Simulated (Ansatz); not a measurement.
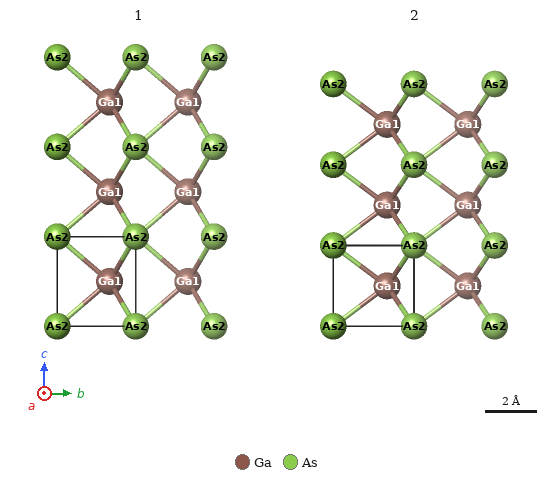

Two geometries of a crystal of GaAs (a generated structure, set up in P-6m2), drawn at one scale. One is the start of a relaxation, the other its converged end. Style: ball-and-stick. Shown: the cell of the calculation, repeated 1 × 2 × 3 with one cell outlined, along the a axis.

Method: Ansatz 0.2.0, Kohn-Sham DFT of a periodic cell, PBEsol0, Ansatz PAW. (plane-wave cutoff 420 eV; k-point mesh 5 × 5 × 4; occupations fermi-dirac; smearing width 0.05 eV; no spin polarisation; cell and atoms relaxed; force threshold 0.01 eV/Å; at most 40 steps)

Which geometry has the lower energy?

Structure 2 is the relaxed one. The run lets cell and atoms move. The atoms keep their places relative to the cell (all moves are under 0.005 Å). The volume changes by −4.5 %, with a = b 3.606 → 3.713 Å (+3.0 %), c 3.573 → 3.218 Å (−9.9 %). Near-neighbour distances that change, for instance: As2–As2 3.573 → 3.218 Å, Ga1–As2 2.744 → 2.680 Å. Bond angles that change, for instance: Ga1–As2–Ga1 81.3° → 73.8°, As2–Ga1–As2 81.3° → 73.8°, As2–Ga1–As2 82.2° → 87.7°. The space group stays P-6m2 (No. 187). Over 6 accepted moves (7 points after the start) the energy falls by 0.218 eV per cell of the calculation. All forces vanish by symmetry, so only the cell relaxes. The pressure goes from −5.08 to −0.01 GPa. The SCF was repeated once at an unchanged geometry on a basis and grid sized afresh for the cell, which shifted the energy by 0.9 meV per cell of the calculation at most.

Limits of the set-up: the k-point mesh is coarse for a cell with partly filled bands.
